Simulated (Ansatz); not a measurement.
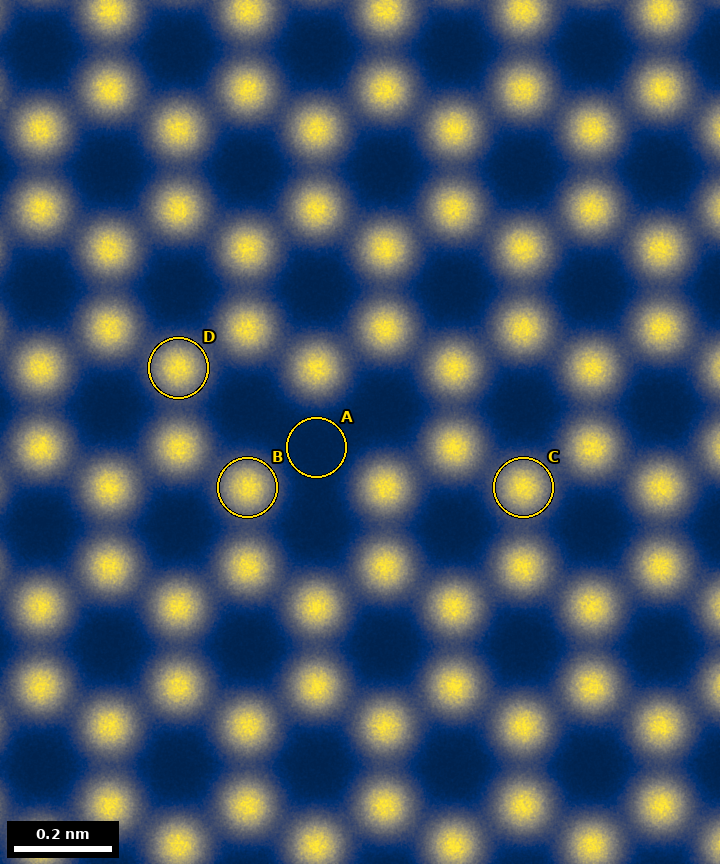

Dark-field STEM-like image of Ta (P6_3/mmc, No. 194) along [001]. Simulation: incoherent imaging, intensity Z^1.8 per atom, probe width 0.92 Å, thin sample. Shot noise was added.

The sample is 1 repeat (5.1 Å) thick. One point defect was put into the perfect crystal, without relaxing the atoms around it. Brightness is counted from the darkest point of the image. Host structure: the input geometry of an electronic-structure calculation (not necessarily at equilibrium); the starting structure was generated, so it need not be a known form of this composition.

### Which ringed column holds the defect, and does it scatter more or less than its equals?

A; it scatters less. The column holds 1 atom (Ta) through the sample, and one Ta atom is missing, so its peak vanishes.
